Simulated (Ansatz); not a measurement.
```xyz
48
Lattice="4.7217 0.0000 0.0000 0.0000 9.4449 0.0000 0.0000 0.0000 14.7592" Properties=species:S:1:pos:R:3 pbc="T T T"
Si    3.5413    2.3612    6.4495
Si    1.1804    7.0837    6.4495
Si    1.1804    2.3612   13.8291
Si    3.5413    7.0837   13.8291
Si    2.3608    0.0000    2.7597
Si    0.0000    4.7225    2.7597
Si    0.0000    0.0000   10.1393
Si    2.3608    4.7225   10.1393
Si    0.0000    0.0000    4.6199
Si    2.3608    4.7225    4.6199
Si    2.3608    0.0000   11.9995
Si    0.0000    4.7225   11.9995
Si    3.5413    2.3612    0.9301
Si    1.1804    7.0837    0.9301
Si    1.1804    2.3612    8.3097
Si    3.5413    7.0837    8.3097
O     1.1804    0.6151    3.6898
O     3.5413    5.3375    3.6898
O     3.5413    0.6151   11.0694
O     1.1804    5.3375   11.0694
O     1.1804    4.1074    3.6898
O     3.5413    8.8299    3.6898
O     3.5413    4.1074   11.0694
O     1.1804    8.8299   11.0694
O     2.3608    2.9763    0.0000
O     0.0000    7.6987    0.0000
O     0.0000    2.9763    7.3796
O     2.3608    7.6987    7.3796
O     0.0000    1.7462    0.0000
O     2.3608    6.4686    0.0000
O     2.3608    1.7462    7.3796
O     0.0000    6.4686    7.3796
O     2.9511    3.5418    5.5347
O     0.5902    8.2643    5.5347
O     0.5902    3.5418   12.9143
O     2.9511    8.2643   12.9143
O     2.9511    1.1806    1.8449
O     0.5902    5.9031    1.8449
O     0.5902    1.1806    9.2245
O     2.9511    5.9031    9.2245
O     4.1315    3.5418    1.8449
O     1.7706    8.2643    1.8449
O     1.7706    3.5418    9.2245
O     4.1315    8.2643    9.2245
O     4.1315    1.1806    5.5347
O     1.7706    5.9031    5.5347
O     1.7706    1.1806   12.9143
O     4.1315    5.9031   12.9143
```

Space group Fddd; a structure from a database of computed crystals, not necessarily the ambient phase.

All numbers below come from Ansatz 0.2.0, Kohn-Sham DFT of a periodic cell, PBEsol with D4, Ansatz PAW.

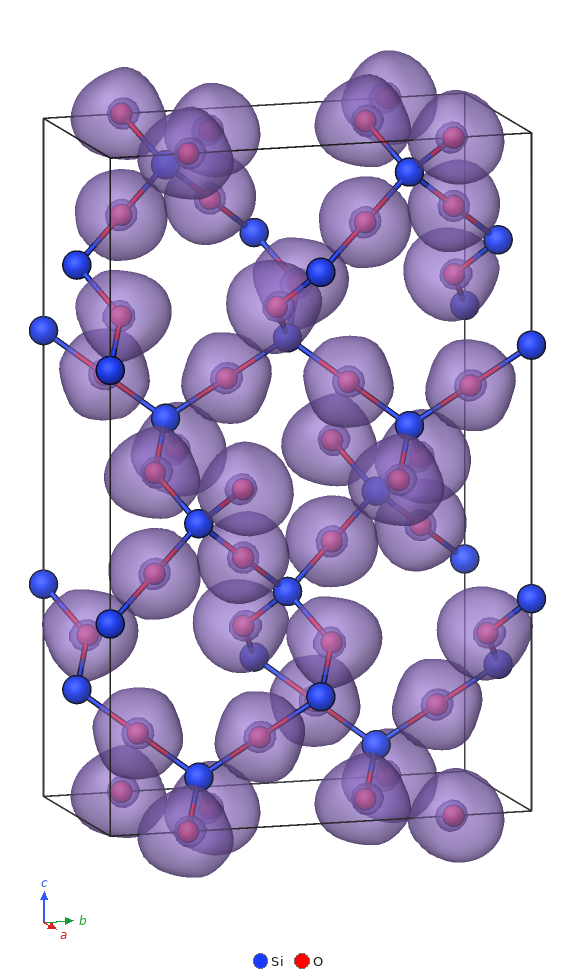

SiO₂. Isosurface of the electron localisation function at 0.65 (purple), seen slightly off an axis. Core shells and regions of very low density are left out. Sticks mark near contacts.

> Where are the electrons localised?

The ELF exceeds this value in 32 regions on O in which the atom's valence shell and bonds are merged, counted in one cell of 48 atoms. Any copies at cell faces, edges or corners count once. Profiles from the grid: Si–O (1.61 Å): the ELF peaks at about 0.85 between the atoms (a polar covalent bond).
